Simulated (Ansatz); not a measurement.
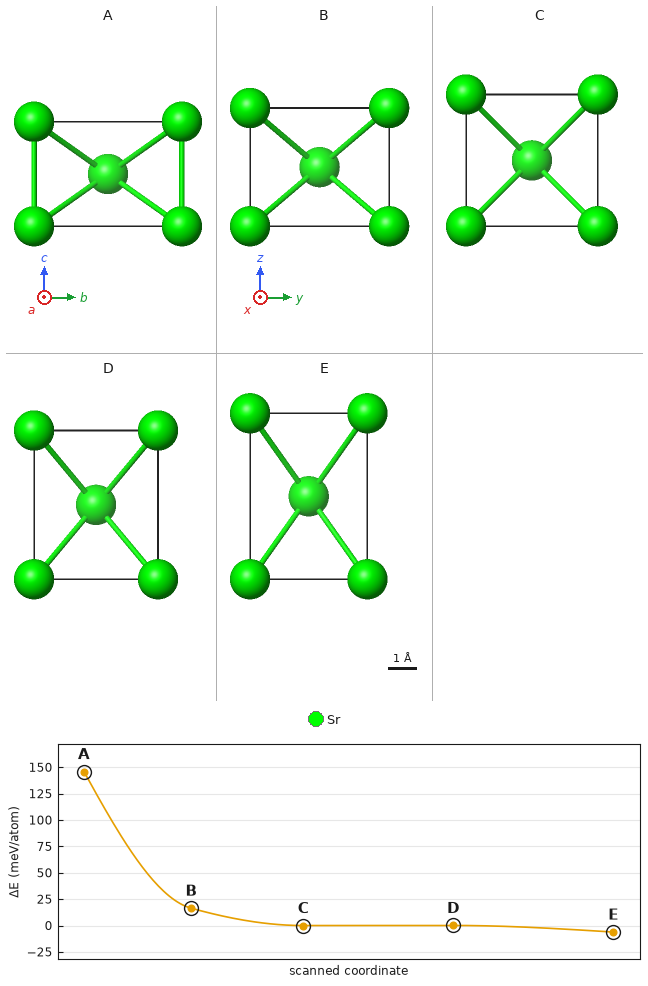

A scan of solid Sr (Im-3m) along one coordinate. x, y and z are the Cartesian axes of the input. The picture is a ball-and-stick view of the conventional cell (2 times the calculation's cell), seen along the a axis. Lengths and directions refer to the drawn axes.

All numbers below come from Ansatz, DFT PBE, scalar-relativistic, plane waves, PAW. (plane-wave cutoff 420 eV; k-point mesh 20 × 20 × 20; occupations gaussian; smearing width 0.15 eV; no spin polarisation). Energies (free energies at the smearing named) are counted from the relaxed crystal.

Which coordinate changes from frame to frame?

Answer. The ratio of the cell's length along z to its lengths across, counted as 1 for the reference, is changed at fixed volume (a tetragonal or Bain path), with the atoms kept at their fractional coordinates. In the frames the relative ratio is 0.707 (A), 0.85 (B), 1.00 (C), 1.20 (D), 1.414 (E). Of the computed points the lowest is at the relative ratio 1.414, −6.2 meV/atom. The energy is still falling at the end of the range, so the minimum along this coordinate lies there or beyond. The end points stand at 146.0 meV/atom (0.707) and −6.2 meV/atom (1.414). The distortion takes the space group from Im-3m to I4/mmm. At the relative ratio 1.414 the cell of the drawing goes a 4.750 → 4.232 Å, b 4.750 → 4.232 Å, c 4.750 → 5.985 Å.
